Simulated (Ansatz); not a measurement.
ZnSn₂N₂

Input file:

```
crystal:
  lattice:
    - [3.3745274814, 0.0, 0.0]
    - [0.0, 3.3745274814, 0.0]
    - [0.0, 0.0, 8.117615914]
  atoms:
    - { symbol: Sn, position: [0.5, 0.5, 0.305827] }
    - { symbol: Sn, position: [0.5, 0.5, 0.694173] }
    - { symbol: Zn, position: [0.0, 0.0, 0.0] }
    - { symbol: "N", position: [0.0, 0.5, 0.85419] }
    - { symbol: "N", position: [0.5, 0.0, 0.14581] }
hamiltonian:
  xc: pbe
  pseudopotentials: { kind: paw }
kpoints:
  mp_grid: { grid: [8, 8, 4] }
scf:
  occupations: { method: fermi_dirac, width: 0.05 }
output:
  forces: true
  stress: true
  eigenvalues: true
  write_density: true
  write_potential: true
  elf: true
  volumetric_format: npy
```

Command:

```sh
ansatz run input.yaml --threads 2 --pin off --max-ram 5120MiB --backend cpu --events-out ev --progress --plain --runs-dir out
```

Below, planes, directions and counts refer to the conventional cell (a = 3.37 Å, b = 3.37 Å, c = 8.12 Å, α = 90.00°, β = 90.00°, γ = 90.00°).

Space group P-4m2; a structure from a database of computed crystals, not necessarily the ambient phase; computed pressure about −2 GPa in this cell.

Computed with Kohn-Sham DFT of a periodic cell, PBE, Ansatz PAW (Ansatz).

In a PAW calculation such maps are meaningful between the atoms, not at the nuclei.

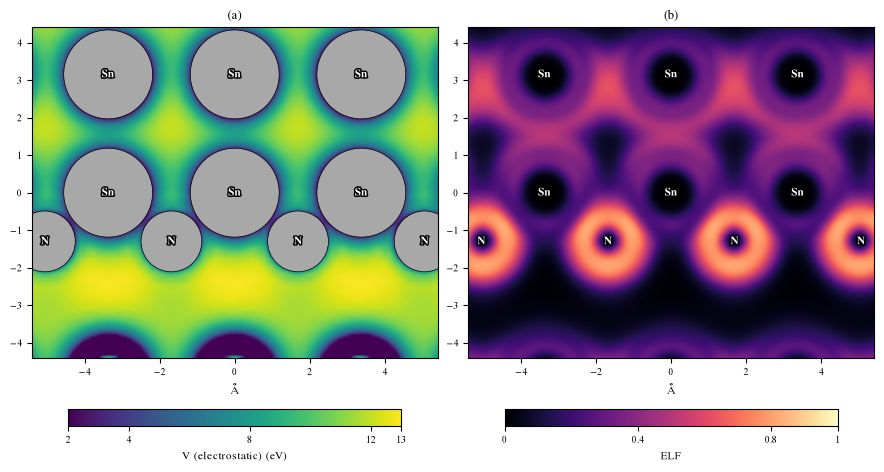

Figure 1. (a) electrostatic potential (local pseudopotential plus Hartree) felt by an electron; (b) ELF on the (100) plane of the conventional cell. Grey discs cover the atomic cores in the potential map.

### What does the map show?

- The section cuts through Sn and N sites.
- Sn–N (2.13 Å): the ELF peaks at about 0.80 in the valence shell of N, 0.7 Å from its nucleus, and is about 0.35 at the midpoint.
- Outside the cores the potential energy rises away from the atoms and is highest about 2.0 Å from the nearest atoms; its zero is arbitrary.

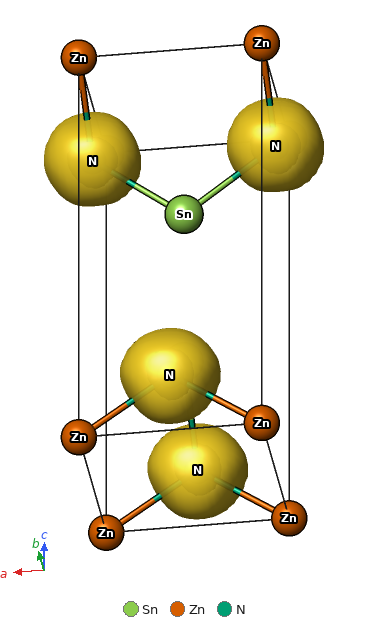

Figure 2. Isosurface of the electron localisation function at 0.7 (yellow), seen at an oblique angle. Only the valence region is drawn (cores and ρ < 0.01 e/Å³ removed). Sticks mark near contacts.

### Describe the localisation domains.

The ELF exceeds this value in two regions wrapped around N (the valence shell of each), counted in one cell of 5 atoms. Regions shared between cells count once.


Zn–N (2.06 Å): the ELF peaks at about 0.85 in the valence shell of N, 0.7 Å from its nucleus, and is about 0.30 at the midpoint.

### Does the calculation give a band gap?

It is gapless in this calculation (a metal or semimetal).
